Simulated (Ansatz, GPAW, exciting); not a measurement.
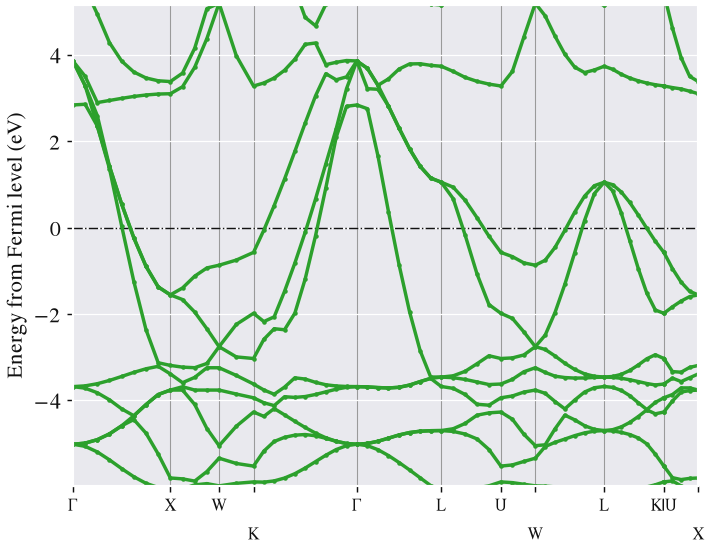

Band structure. Energies are counted from the Fermi level. The path has few k points, so lines between them are rough.

### Which of these calculations gave it?
A. FeO, space group I4/mmm (No. 139), 2 atoms in the primitive cell (a = 3.204 Å, c = 4.167 Å (tetragonal axes)); PBEsol
B. fluorite-type PtAl2, space group Fm-3m, 3 atoms in the primitive cell (cubic a = 5.910 Å); LDA
C. Rh, space group P6_3/mmc, 4 atoms in the cell, volume scaled by a factor 1.15 (a = 2.820 Å, c = 9.218 Å (hexagonal axes)); LDA

B. A metal: bands cross the Fermi level along this path. A face-centred cubic lattice: the path Γ–X–W–K–Γ–L–U–W–L–K|U–X runs through the special points of its Brillouin zone.

Method: LDA, the program's PAW data sets (release 1.2.1) made for this functional, no spin polarisation, no spin-orbit coupling, 8×8×8 k mesh, 600 eV cutoff, Fermi-Dirac smearing of 0.05 eV (GPAW 26.7.0).

Spin-orbit coupling is left out, which matters for Pt. The cell is at −4 GPa in this functional. Bands are joined in order of energy, so crossings between the computed points show as kinks or gaps.
